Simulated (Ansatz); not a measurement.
Geometry relaxation of Hf (part 1 of 2)

- system: Hf (2 atoms in the cell)
- method: DFT, PBEsol, PAW with Ansatz's default frozen-core files, scalar-relativistic, no spin polarisation (Ansatz 0.2.0)

Its volume is 0.64 times that of the source entry. It belongs to a series of runs on one base structure; here: shape and atoms relaxed at 0.64 of the volume. Figures and captions count atoms from 1; the log counts them from 0 in places.

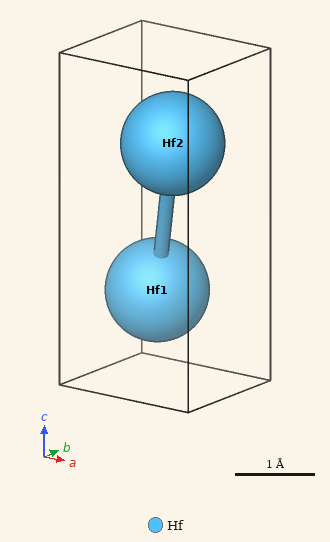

*The starting structure (ball-and-stick view of the cell of the calculation, seen slightly off an axis; atoms are numbered from 1 in the order of the input).*

Near neighbours in the crystal (not all of them lie inside the picture): Hf has 12 Hf at 2.67 to 2.72 Å.

Input file
```yaml
crystal:
  lattice:
    - [2.7222447311, 0.0, 0.0]
    - [-1.3611223655, 2.3575330924, 0.0]
    - [0.0, 0.0, 4.3098328299]
  atoms:
    - { symbol: Hf, position: [0.3333333333, 0.6666666667, 0.25] }
    - { symbol: Hf, position: [0.6666666667, 0.3333333333, 0.75] }
kpoints:
  mp_grid: { grid: [14, 14, 8] }
scf:
  occupations: { method: fermi_dirac, width: 0.08 }
hamiltonian:
  xc: pbesol
  pseudopotentials: { kind: paw }
output:
  forces: true
  stress: true
  write_density: true
  write_potential: true
  elf: true
  volumetric_format: npy
relax:
  f_tol: 0.005
  max_steps: 30
  cell: { stress_tol: 0.29, fix: [volume] }
```

Hardware: 1 thread of Intel Xeon (Sapphire Rapids), 64 GiB of memory available, shared host.

Run as:
```bash
ansatz run input.yaml --threads 1 --pin off --max-ram 2048MiB --backend cpu --events-out ev --progress --plain --runs-dir out
```

Log
```
Engine: ansatz 0.2.0, x86_64-unknown-linux-gnu
Pseudopotentials: kind: paw
Pseudopotential: Hf, paw, valence charge 26, recommended cutoff 420 eV (normal), Hf.paw.azcp
Functional definition: PBEsol
  exchange = pbesol_x
  correlation = pbesol_c
Crystal: 2 atoms, lattice volume = 27.660 Å³
Basis set: ecut = 420 eV, 537 PW (Γ), exchange–correlation on 40×40×60 points (8 copies of the dense FFT grid, shifted against one another)
Bands: 32, of which v1, the nominal top of the filled ones, is band 26 counted from 1 (25 counted from 0)
Symmetry: 24 space group operations
Space group: P63/mmc (ITA 194), of the structure as read, at distance tolerance 3.0e-5 Å
k-points: 120 of 1568
Non-local potential: Hf, projectors of the file, l = 0: 3, l = 1: 2, l = 2: 2, l = 3: 3
PAW form: soft (Blöchl's): semilocal exchange-correlation on the pseudo side does not see the compensation charge
PAW frozen core: Hf, regenerated for the run's functional, and the local potential with it (the file was generated under x = pbe(κ = 0.804, μ = 0.2195149727645171), c = pbe(β = 0.06672455060314922))
PAW one-centre angular grid: Hf, 590 points (default); XC on 64 Gauss nodes
Initial density: superposition of atomic densities (neutral atoms: chi_scale 0, normalization atom), corrected by the library's trained network
Initial wavefunctions: pseudopotential atomic-orbital guess
Functional: x = pbesol(κ = 0.804, μ = 0.12345679012345678), c = pbesol(β = 0.046)
SCF iter   1: F=—  HF=-31192.310513 eV  |F-HF|=—  |Δ(HF+E_count)|=         —  Δρ=7.36e-3  dr2=8.86e-3  ethr=1.77e-3  ⟨swp⟩=6.2  Hψ=15467  notcnv=0
preconditioner: auto → Kerker (q_TF=auto, 3.031 Å⁻¹)  [metal: Δε(μ)=0.043 eV  Ē_g=18.550 eV  σ=0.080 eV  W_gap=0.13  n_scr=10 (ndim 8)  ℏωp=48.9 eV  f_vac=0.000  D(μ)=1.45/eV (n_scr^D=22)]
SCF iter   2: F=—  HF=-31192.319204 eV  |F-HF|=—  |Δ(HF+E_count)|=   8.69e-3  Δρ=4.58e-3  dr2=3.78e-3  ethr=1.70e-5  ⟨swp⟩=2.8  Hψ=8218  notcnv=0  defer=1
SCF iter   3: F=—  HF=-31192.320429 eV  |F-HF|=—  |Δ(HF+E_count)|=   1.22e-3  Δρ=1.67e-3  dr2=7.67e-4  ethr=7.26e-6  ⟨swp⟩=2.4  Hψ=7170  notcnv=0  defer=1
SCF iter   4: F=—  HF=-31192.320063 eV  |F-HF|=—  |Δ(HF+E_count)|=   3.66e-4  Δρ=5.28e-4  dr2=5.36e-5  ethr=1.47e-6  ⟨swp⟩=2.3  Hψ=6481  notcnv=0  defer=1
SCF iter   5: F=—  HF=-31192.320108 eV  |F-HF|=—  |Δ(HF+E_count)|=   4.45e-5  Δρ=7.71e-5  dr2=8.16e-7  ethr=1.03e-7  ⟨swp⟩=3.5  Hψ=8107  notcnv=0  defer=1
SCF iter   6: F=—  HF=-31192.320110 eV  |F-HF|=—  |Δ(HF+E_count)|=   2.32e-6  Δρ=2.00e-5  dr2=6.14e-8  ethr=1.00e-12  ⟨swp⟩=8.5  Hψ=67168  notcnv=0
SCF iter   7: F=-31192.320110 eV  HF=-31192.320110 eV  |F-HF|=4.82e-9  |Δ(HF+E_count)|=   2.88e-8  Δρ=5.47e-6  dr2=3.93e-9  ethr=1.18e-10  ⟨swp⟩=14.6  Hψ=34777  notcnv=0
SCF 1 converged in 7 iterations: F = -31192.320110 eV  dr2 = 3.93e-9
  Residual-converged pass: ⟨swp⟩=1.0  Hψ=4325  notcnv=0  max |occ|·‖R‖ = 7.1e-9 eV (tolerance 1.0e-8 eV)  dr2=3.93e-9  dr2_onsite=3.57e-9  max |Δocc| = 4.2e-11
  greatest PAW one-centre occupation: 0.998 electrons in one spin orbital (limit 2), on the Hf atom at site 1 (counted from 0), in its partial waves of l = 0
relax step   1: F+E_penalty+E_count = -31192.32010993 eV  Δ(F+E_penalty+E_count) = +0.000e0 eV  max|allowed force component| = 5.551e-17 eV/Å  Δτ_max = 0.0000 Å  P = +107.858 GPa  Ω = 27.660 Å³  fix = [volume]  reactions: volume +107.858 GPa  (7 SCF iters, dr2 threshold 1.00e-7 eV, accepted)
Basis set: ecut = 420 eV, 549 PW (Γ), exchange–correlation on 40×40×60 points (8 copies of the dense FFT grid, shifted against one another)
Initial density: handed on by an earlier stage of this run
Initial wavefunctions: those handed on with the density
iter 1 solved again at ethr=1.30e-5 eV; its pass at ethr=3.10e-3 eV (dr2=6.79e-3 eV) is discarded
SCF iter   1: F=—  HF=-31192.382995 eV  |F-HF|=—  |Δ(HF+E_count)|=         —  Δρ=5.94e-3  dr2=6.97e-3  ethr=1.30e-5  ⟨swp⟩=2.0  Hψ=22828  notcnv=0
preconditioner: auto → Kerker (q_TF=auto, 3.031 Å⁻¹)  [metal: Δε(μ)=0.046 eV  Ē_g=18.582 eV  σ=0.080 eV  W_gap=0.14  n_scr=10 (ndim 8)  ℏωp=48.9 eV  f_vac=0.000  D(μ)=1.33/eV (n_scr^D=10)]
SCF iter   2: F=—  HF=-31192.381587 eV  |F-HF|=—  |Δ(HF+E_count)|=   1.41e-3  Δρ=3.82e-3  dr2=3.21e-3  ethr=1.30e-5  ⟨swp⟩=1.0  Hψ=3840  notcnv=0
SCF iter   3: F=—  HF=-31192.380429 eV  |F-HF|=—  |Δ(HF+E_count)|=   1.16e-3  Δρ=3.69e-4  dr2=8.44e-6  ethr=6.18e-6  ⟨swp⟩=2.0  Hψ=4334  notcnv=0
SCF iter   4: F=—  HF=-31192.380455 eV  |F-HF|=—  |Δ(HF+E_count)|=   2.57e-5  Δρ=2.05e-4  dr2=3.95e-6  ethr=1.62e-8  ⟨swp⟩=3.1  Hψ=8817  notcnv=0
SCF iter   5: F=—  HF=-31192.380450 eV  |F-HF|=—  |Δ(HF+E_count)|=   5.46e-6  Δρ=6.36e-5  dr2=4.14e-7  ethr=7.60e-9  ⟨swp⟩=3.3  Hψ=8468  notcnv=0
SCF iter   6: F=-31192.380450 eV  HF=-31192.380450 eV  |F-HF|=4.15e-8  |Δ(HF+E_count)|=   2.81e-8  Δρ=1.32e-5  dr2=2.49e-8  ethr=3.85e-10  ⟨swp⟩=10.5  Hψ=31005  notcnv=0
SCF 2 converged in 6 iterations: F = -31192.380450 eV  dr2 = 2.49e-8
relax step   2: F+E_penalty+E_count = -31192.38044963 eV  Δ(F+E_penalty+E_count) = -6.034e-2 eV  max|allowed force component| = 1.295e-16 eV/Å  Δτ_max = 0.0000 Å  P = +105.367 GPa  Ω = 27.660 Å³  energy of the carried Pulay correction = -1.853e-5 eV  fix = [volume]  reactions: volume +105.367 GPa  (6 SCF iters, dr2 threshold 2.00e-7 eV, accepted)
iter 1 solved again at ethr=1.08e-8 eV; its pass at ethr=3.10e-3 eV (dr2=5.61e-6 eV) is discarded
SCF iter   1: F=—  HF=-31192.380501 eV  |F-HF|=—  |Δ(HF+E_count)|=         —  Δρ=1.89e-4  dr2=6.62e-6  ethr=1.08e-8  ⟨swp⟩=3.1  Hψ=20010  notcnv=0
preconditioner: auto → Kerker (q_TF=auto, 3.031 Å⁻¹)  [metal: Δε(μ)=0.050 eV  Ē_g=18.582 eV  σ=0.080 eV  W_gap=0.15  n_scr=10 (ndim 8)  ℏωp=48.9 eV  f_vac=0.000  D(μ)=1.34/eV (n_scr^D=10)]
SCF iter   2: F=—  HF=-31192.380503 eV  |F-HF|=—  |Δ(HF+E_count)|=   1.31e-6  Δρ=1.21e-4  dr2=3.02e-6  ethr=1.08e-8  ⟨swp⟩=1.0  Hψ=3840  notcnv=0
SCF iter   3: F=-31192.380501 eV  HF=-31192.380502 eV  |F-HF|=8.72e-8  |Δ(HF+E_count)|=   1.00e-6  Δρ=1.55e-5  dr2=3.05e-8  ethr=3.85e-10  ⟨swp⟩=9.1  Hψ=31143  notcnv=0
SCF 3 converged in 3 iterations: F = -31192.380501 eV  dr2 = 3.05e-8
relax step   3: F+E_penalty+E_count = -31192.38050141 eV  Δ(F+E_penalty+E_count) = -5.178e-5 eV  max|allowed force component| = 1.295e-16 eV/Å  Δτ_max = 0.0000 Å  P = +105.303 GPa  Ω = 27.660 Å³  energy of the carried Pulay correction = -1.905e-5 eV  fix = [volume]  reactions: volume +105.303 GPa  (3 SCF iters, dr2 threshold 2.00e-7 eV, accepted)
Basis set: ecut = 420 eV, 549 PW (Γ), exchange–correlation on 36×36×64 points (8 copies of the dense FFT grid, shifted against one another)
Initial wavefunctions: pseudopotential atomic-orbital guess (no wavefunctions were taken with the density)
iter 1 solved again at ethr=2.43e-9 eV; its pass at ethr=3.10e-3 eV (dr2=1.26e-6 eV) is discarded
SCF iter   1: F=—  HF=-31192.380618 eV  |F-HF|=—  |Δ(HF+E_count)|=         —  Δρ=7.67e-5  dr2=1.75e-7  ethr=2.43e-9  ⟨swp⟩=8.4  Hψ=36986  notcnv=1
preconditioner: auto → Kerker (q_TF=auto, 3.031 Å⁻¹)  [metal: Δε(μ)=0.049 eV  Ē_g=18.582 eV  σ=0.080 eV  W_gap=0.15  n_scr=10 (ndim 8)  ℏωp=48.9 eV  f_vac=0.000  D(μ)=1.34/eV (n_scr^D=10)]
SCF iter   2: F=—  HF=-31192.380607 eV  |F-HF|=—  |Δ(HF+E_count)|=   1.10e-5  Δρ=4.38e-5  dr2=7.58e-8  ethr=3.37e-10  ⟨swp⟩=3.4  Hψ=7735  notcnv=2
SCF iter   3: F=—  HF=-31192.380607 eV  |F-HF|=—  |Δ(HF+E_count)|=   9.16e-8  Δρ=2.20e-5  dr2=1.68e-8  ethr=1.46e-10  ⟨swp⟩=3.0  Hψ=6624  notcnv=1
SCF iter   4: F=-31192.380607 eV  HF=-31192.380607 eV  |F-HF|=2.18e-11  |Δ(HF+E_count)|=   7.83e-8  Δρ=1.76e-6  dr2=3.47e-10  ethr=1.00e-12  ⟨swp⟩=6.9  Hψ=52798  notcnv=1
WARN: eigensolver did not converge (k=11): 1 band(s) unlocked after 197 sweeps at occupation × residual norm < 1.00e-8 eV (lowest unlocked band 0, counted from 0, weighed at 2.000 electrons; max residual 4.03e-5 eV among the unlocked bands, 4.03e-5 eV over every band, not weighted by occupation; other slots of this pass that fall short are told together in one closing line; warning suppressed for the rest of this close's residual-converged pass)
SCF 4 converged in 4 iterations: F = -31192.380607 eV  dr2 = 3.47e-10
  Residual-converged pass: ⟨swp⟩=3.4  Hψ=5467  notcnv=1  max |occ|·‖R‖ = 8.1e-5 eV (tolerance 1.0e-8 eV)  dr2=3.47e-10  dr2_onsite=2.03e-10  max |Δocc| = 2.7e-13
relax step   4: F+E_penalty+E_count = -31192.38060713 eV  Δ(F+E_penalty+E_count) = -1.057e-4 eV  max|allowed force component| = 1.018e-16 eV/Å  Δτ_max = 0.0000 Å  P = +105.291 GPa  Ω = 27.660 Å³  fix = [volume]  reactions: volume +105.291 GPa  stress off target by 7.00e-2 GPa on what of the cell is left free  SCF on the basis re-selected at this cell (its energy is not comparable with the rows above)  (4 SCF iters)
```

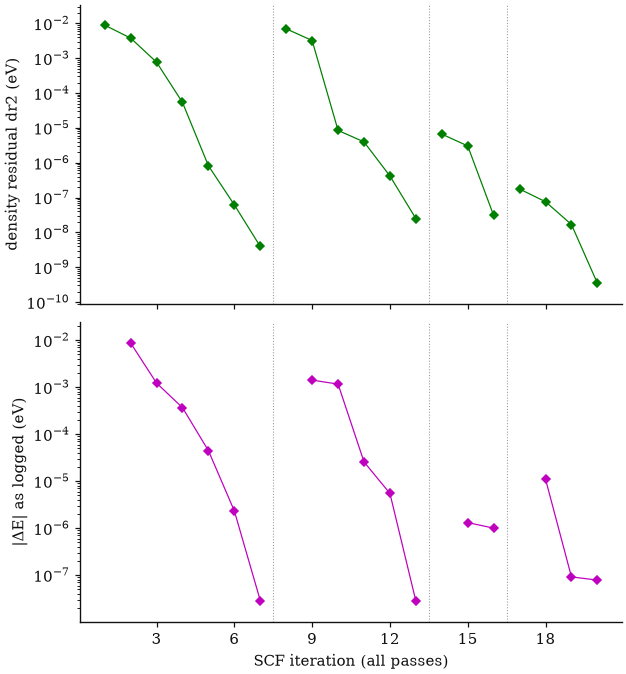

*Convergence of the self-consistent field: density residual dr2 and size of the energy change against the SCF iteration. The dotted lines part the SCF passes of the relaxation: geometry steps, rejected trials and re-solves on a re-selected basis.*

The passes take 7, 6, 3 and 4 iterations.

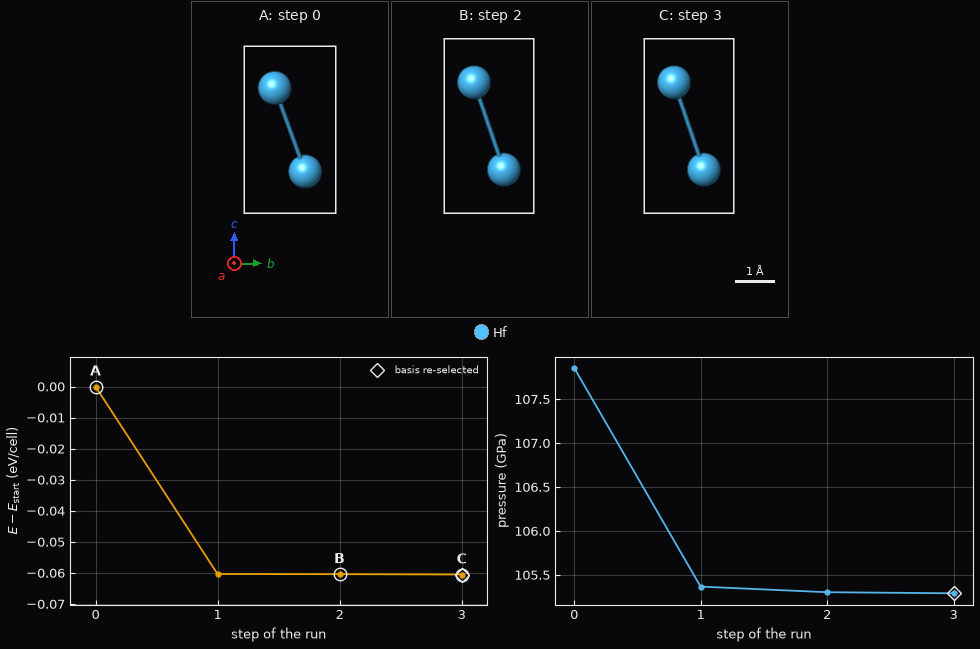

*Frames of the relaxation (ball-and-stick view of the cell of the calculation, along the a axis) above the curves, on which the letters mark them (the first geometry is step 0 here and step 1 in the log).*
